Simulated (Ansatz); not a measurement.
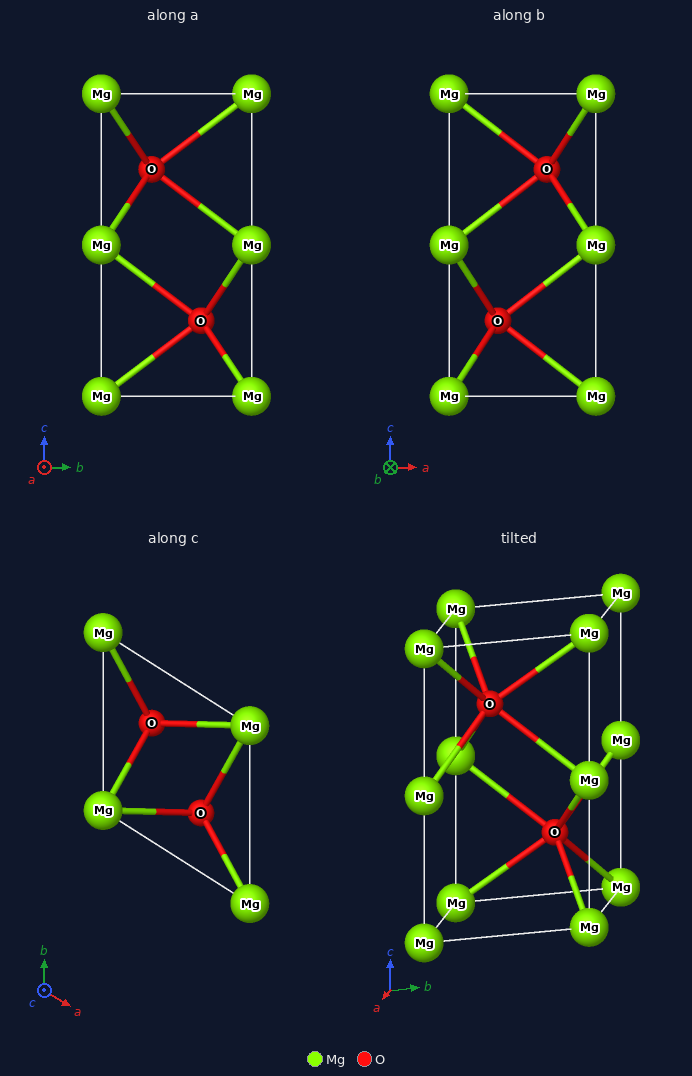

Crystal structure, ball-and-stick style, seen along the a axis, along the b axis, along the c axis and slightly off an axis. The unit cell is drawn as a box.

Lattice parameters: a = 2.9242 Å, b = 2.9943 Å, c = 5.0921 Å, α = 90.000°, β = 90.000°, γ = 122.391°.

**Turn the picture into a CIF in P1 with every atom of the cell, with free fractional coordinates to two decimals.**

```cif
data_structure
_symmetry_space_group_name_H-M 'P 1'
_symmetry_Int_Tables_number 1
_cell_length_a 2.9242
_cell_length_b 2.9943
_cell_length_c 5.0921
_cell_angle_alpha 90.000
_cell_angle_beta 90.000
_cell_angle_gamma 122.391
_cell_volume 37.65
loop_
_atom_site_label
_atom_site_type_symbol
_atom_site_fract_x
_atom_site_fract_y
_atom_site_fract_z
_atom_site_occupancy
Mg1 Mg 0.00 0.00 0.00 1
Mg2 Mg 0.00 0.00 0.50 1
O1 O 0.33 0.67 0.25 1
O2 O 0.67 0.33 0.75 1
```

It derives from a structure type filled with these elements by a generator (whether the compound takes this form wasn't checked). The cell was then strained or its atoms displaced on purpose. It went into a calculation with Ansatz.

At this level of theory the run's own cell isn't at rest (compressed, at 6 GPa), so its distances can differ from those at equilibrium, the more so the softer the solid.
